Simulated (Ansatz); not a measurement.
SrO: band-structure calculation

System: SrO (Pm-3m, 2 atoms in the cell).
Method: DFT, r2SCAN, plane waves, PAW, no spin polarisation (Ansatz 0.2.0).

The structure was built on a prototype by a generator. The geometry comes from this level: r2SCAN. Figures and captions count atoms from 1; the log counts them from 0 in places.

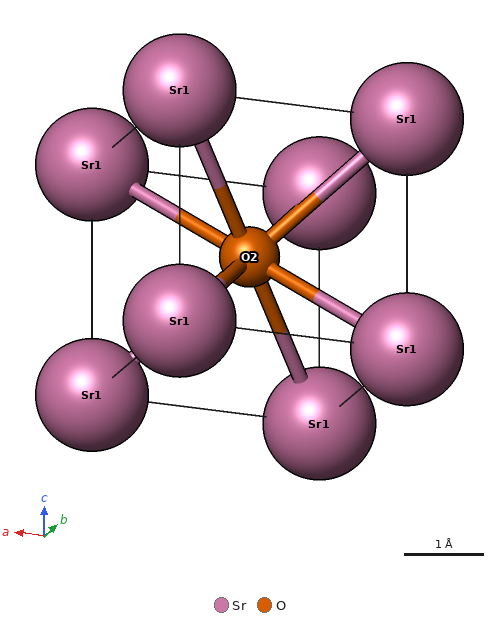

The structure as given in the input (ball-and-stick view of the cell of the calculation, seen at an oblique angle; atoms are numbered from 1 in the order of the input).

### Input file
```yaml
crystal:
  lattice:
    - [3.102865067, 0.0, 0.0]
    - [0.0, 3.102865067, 0.0]
    - [0.0, 0.0, 3.102865067]
  atoms:
    - { symbol: Sr, position: [0.0, 0.0, 0.0] }
    - { symbol: O, position: [0.5, 0.5, 0.5] }
kpoints:
  mp_grid: { grid: [8, 8, 8] }
  band_path:
    path:
      - [0.0, 0.0, 0.0]
      - [0.0, 0.5, 0.0]
      - [0.5, 0.5, 0.0]
      - [0.5, 0.5, 0.5]
      - [0.0, 0.5, 0.5]
    npoints: 1
hamiltonian:
  xc: r2scan
scf:
  occupations: { method: fixed }
  n_extra_bands: 4
output:
  forces: true
  stress: true
  eigenvalues: true
```

Run on 2 threads of Arm Neoverse V2, 112 GiB of memory available, shared host.

Command:
```bash
ansatz run input.yaml --threads 2 --pin off --max-ram 2211MiB --backend cpu --events-out ev --progress --plain --runs-dir out
```

### Log
```
scf.n_extra_bands = 4 over 8 filled bands (N_el = 16.0): the run solves 12 bands
Engine: ansatz 0.2.0, aarch64-unknown-linux-gnu
Pseudopotentials: kind: paw
Pseudopotential: Sr, paw, valence charge 10, recommended cutoff 500 eV (meta_gga), Sr.paw.azcp
Pseudopotential: O, paw, valence charge 6, recommended cutoff 500 eV (meta_gga), O.paw.azcp
Functional definition: r2SCAN
  parameter k0 = 0.174
  parameter k1 = 0.065
  parameter a1 = 4.9479
  exchange = r2scan_x(k0 = k0, k1 = k1, a1 = a1)
  correlation = r2scan_c
Crystal: 2 atoms, lattice volume = 29.874 Å³
Basis set: ecut = 500 eV, 751 PW (Γ), exchange–correlation on 96×96×96 points (64 copies of the dense FFT grid, shifted against one another)
Bands: 12, of which v1, the nominal top of the filled ones, is band 8 counted from 1 (7 counted from 0)
Symmetry: 48 space group operations
Space group: Pm-3m (ITA 221), of the structure as read, at distance tolerance 3.1e-5 Å
k-points: 35 of 512
Non-local potential: Sr, projectors of the file, l = 0: 3, l = 1: 2, l = 2: 2
Non-local potential: O, projectors of the file, l = 0: 2, l = 1: 2, l = 2: 1
PAW form: soft (Blöchl's): semilocal exchange-correlation on the pseudo side does not see the compensation charge
PAW frozen core: Sr, regenerated for the run's functional (the file was generated under x = pbe(κ = 0.804, μ = 0.2195149727645171), c = pbe(β = 0.06672455060314922))
PAW frozen core: O, regenerated for the run's functional (the file was generated under x = pbe(κ = 0.804, μ = 0.2195149727645171), c = pbe(β = 0.06672455060314922))
PAW one-centre angular grid: Sr, 302 points (default); XC on 160 Gauss nodes
PAW one-centre angular grid: O, 302 points (default); XC on 160 Gauss nodes
Initial density: superposition of atomic densities (neutral atoms: chi_scale 0, normalization atom), corrected by the library's trained network
Initial wavefunctions: pseudopotential atomic-orbital guess
Functional: x = r2scan, c = r2scan; τ floored in thin density (d = 2e-4 eV/Å³)
SCF iter   1: F=—  HF=-4126.210590 eV  |F-HF|=—  |Δ(HF+E_count)|=         —  Δρ=1.24e-2  dr2=6.86e-2  dr2_τ=6.03e-2  ethr=1.77e-3  ⟨swp⟩=6.6  Hψ=2750  notcnv=0  defer=60
preconditioner: auto → none  [insulator: Δε(μ)=3.676 eV  Ē_g=17.508 eV  n_scr=6 (ndim 8)  ℏωp=25.4 eV  f_vac=0.000  ε∞_Penn≈3.1]
SCF iter   2: F=—  HF=-4126.299813 eV  |F-HF|=—  |Δ(HF+E_count)|=   8.92e-2  Δρ=1.22e-2  dr2=2.60e-2  dr2_τ=6.81e-3  ethr=4.29e-4  ⟨swp⟩=2.7  Hψ=986  notcnv=0  defer=67
SCF iter   3: F=—  HF=-4126.294141 eV  |F-HF|=—  |Δ(HF+E_count)|=   5.67e-3  Δρ=2.88e-3  dr2=1.63e-3  dr2_τ=1.53e-4  ethr=1.63e-4  ⟨swp⟩=2.1  Hψ=597  notcnv=0  defer=67
SCF iter   4: F=—  HF=-4126.293855 eV  |F-HF|=—  |Δ(HF+E_count)|=   2.86e-4  Δρ=8.47e-4  dr2=1.56e-4  dr2_τ=1.85e-5  ethr=1.02e-5  ⟨swp⟩=2.5  Hψ=647  notcnv=0  defer=67
SCF iter   5: F=—  HF=-4126.293825 eV  |F-HF|=—  |Δ(HF+E_count)|=   3.03e-5  Δρ=1.24e-4  dr2=3.05e-6  dr2_τ=3.05e-7  ethr=9.74e-7  ⟨swp⟩=2.1  Hψ=542  notcnv=0  defer=59
SCF iter   6: F=—  HF=-4126.293817 eV  |F-HF|=—  |Δ(HF+E_count)|=   7.58e-6  Δρ=2.10e-5  dr2=1.46e-7  dr2_τ=1.54e-8  ethr=1.91e-8  ⟨swp⟩=2.5  Hψ=667  notcnv=0  defer=5
SCF iter   7: F=-4126.293817 eV  HF=-4126.293817 eV  |F-HF|=9.58e-10  |Δ(HF+E_count)|=   1.75e-8  Δρ=2.23e-6  dr2=1.27e-9  dr2_τ=8.27e-11  ethr=6.25e-10  ⟨swp⟩=7.4  Hψ=2449  notcnv=0
SCF 1 converged in 7 iterations: F = -4126.293817 eV  dr2 = 1.27e-9
  greatest PAW one-centre occupation: 0.988 electrons in one spin orbital (limit 2), on the Sr atom at site 0 (counted from 0), in its partial waves of l = 0
NSCF: frozen V_eff on 5 k-points
SCF converged after 7 iterations
Free energy (F): -4126.293817 eV
Harris-Foulkes:  -4126.293817 eV  (|F-HF|=9.58e-10)
Internal energy: -4126.293817 eV  (E = F + TS)
E sigma→0 (E₀):  -4126.293817 eV
Fermi energy:    9.987434 eV
--- Per-component energies (eV) ---
  E_band       = -45.769772
  E_kinetic    = 424.524018
  E_local      = -761.332805  (includes V_loc(G=0)·N_el)
  E_nonlocal   = 248.558661
  E_hartree    = 195.495769
  E_xc         = -239.551015
  E_vxc        = -286.973915  (∫ρ·V_xc dr)
  E_paw        = -2875.145733  (= ΣΔE_a)
  E_vpaw       = -77.880033  (= ΣTr[D̂ρ^β])
  E_aug_tail   = 0.001025  (compensation charges beyond the density's cutoff)
  E_vtau       = 16.342096  (kinetic-family band-sum trace: ∫τ·v_τ [+ j·A + Jᵃ·Aᵃ] dr)
  E_ewald      = -1118.665761
  E_core_change = -0.177977  (= ΣΔE_core)
  E_smearing   = -0.000000  (= −TS)
  E_closure    = -0.000000  (closes the sum)
  Σ components = -4126.293817   (vs F -4126.293817, Δ=0.00e0)
--- Forces (eV/Å), atoms counted from 1 ---
  atom   1  Sr    -0.00000000     0.00000000     0.00000000
  atom   2  O      0.00000000    -0.00000000    -0.00000000
  max |Σ_I F_I| component: 8.64e-30 eV/Å
--- Stress (GPa, compression-positive) ---
        0.002689       0.000000       0.000000
        0.000000       0.002689       0.000000
        0.000000       0.000000       0.002689
  P = ⅓ Tr σ = 0.0027 GPa (0.027 kbar)
--- Band table (eV; the first three rows and the last of 35) ---
  k-point 0: bands = ["-24.9161", "-6.6329", "-5.4835", "-5.4835", "-5.4835", "9.9402", "9.9402", "9.9402", "13.2937", "13.2937", "15.6157", "21.2501"]
  k-point 1: bands = ["-24.8837", "-7.0013", "-5.4538", "-5.4538", "-5.2785", "9.3533", "9.8590", "9.8590", "13.4319", "14.0398", "16.2744", "20.9933"]
  k-point 2: bands = ["-24.8039", "-7.6831", "-5.3809", "-5.3809", "-4.9597", "8.2747", "9.6559", "9.6559", "13.7999", "15.7998", "17.8233", "20.5160"]
  k-point 34: bands = ["-24.2895", "-6.5810", "-6.5810", "-6.5810", "-5.9541", "7.0551", "7.0551", "7.0551", "19.0550", "19.0550", "19.0550", "23.9482"]
```

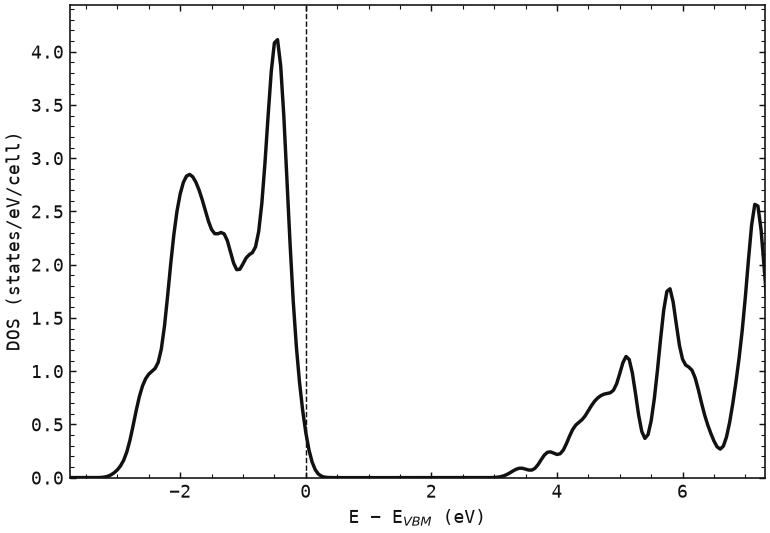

Density of states (the curve is built from the levels of the k mesh with Gaussians 0.3 eV wide, which also blur the band edges), with energies from the valence-band top. There is a gap of 3.31 eV on the k-point mesh. Small ripples come from the finite k-point mesh.

### Key numbers

```csv
quantity,value
outcome,converged
space group (tolerance 0.01 Å),Pm-3m (221)
electrons treated,16
free energy,−4126.2938 eV
Fermi energy,9.987 eV
gap on the k-point mesh,3.31 eV
pressure,0.00 GPa
largest force (length of the vector),under 0.001 eV/Å
wall time,1.3 s (CPU time 2.4 s)
peak memory,0.33 GiB
```
